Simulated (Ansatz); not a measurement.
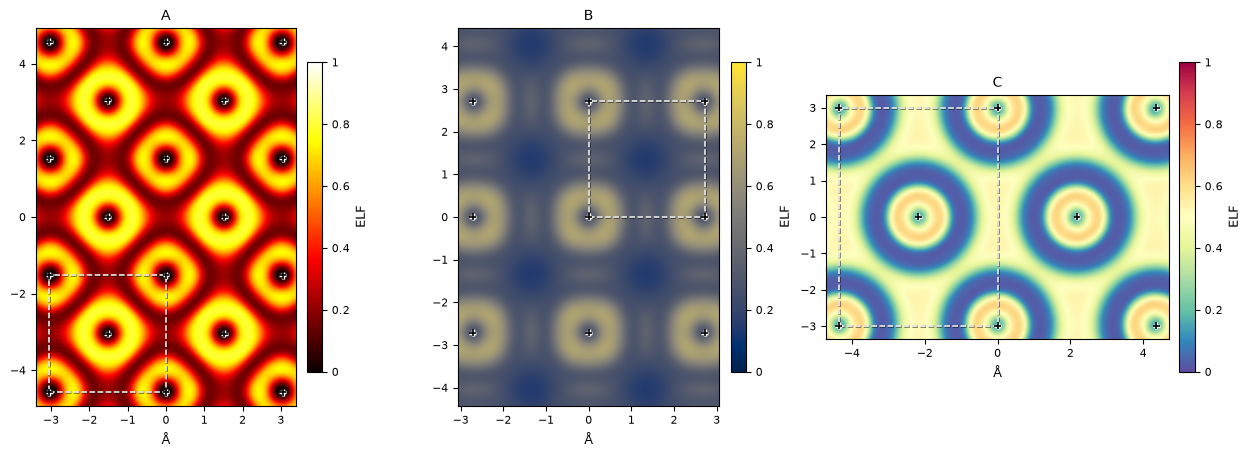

The electron localisation function of 3 systems, each on a plane through atoms (crosses mark nuclei in the plane).

Computed with DFT, PBEsol, PAW with Ansatz's default frozen-core files, scalar-relativistic in Ansatz 0.2.0.

System 1: TaN, the (001) plane of the conventional cell. Space group I4/mmm; changed on purpose from its base cell (equal xx and yy strain of -1 %, PAW files); computed pressure about 12 GPa in this cell.

```
CELL_PARAMETERS angstrom
2.15721 -2.15721 0.00000
2.15721 2.15721 0.00000
0.00000 0.00000 4.35800
ATOMIC_POSITIONS crystal
Ta 0.50000 0.50000 0.00000
Ta 0.00000 0.00000 0.50000
N 0.00000 0.00000 0.00000
N 0.50000 0.50000 0.50000
```

System 2: Ir, the (001) plane of the conventional cell. Space group I4/mmm; changed on purpose from its base cell (zz strain of +2 %, PAW files); computed pressure about −10 GPa in this cell; computed without spin polarisation.

```
CELL_PARAMETERS angstrom
1.91970 -1.91970 0.00000
1.91970 1.91970 0.00000
0.00000 0.00000 3.91619
ATOMIC_POSITIONS crystal
Ir 0.00000 0.00000 0.00000
Ir 0.50000 0.50000 0.50000
```

System 3: Na, the (11̄0) plane of the conventional cell. Space group I4/mmm; changed on purpose from its base cell (zz strain of +3 %, PAW files); computed without spin polarisation.

> Which map belongs to which system?

Panel A is system 1, TaN: the plane holds Ta and N. Ta–N (2.16 Å): the ELF peaks at about 0.80 in the valence shell of N, 0.6 Å from its nucleus, and is about 0.15 at the midpoint; no localised pair shows between them. Panel B is system 2, Ir: the plane holds Ir. Ir–Ir (2.71 Å): the ELF is about 0.35 at the midpoint; no shared electron pair shows on this line. Panel C is system 3, Na: the plane holds Na. Na–Na (3.70 Å): the ELF is about 0.40 at the midpoint.
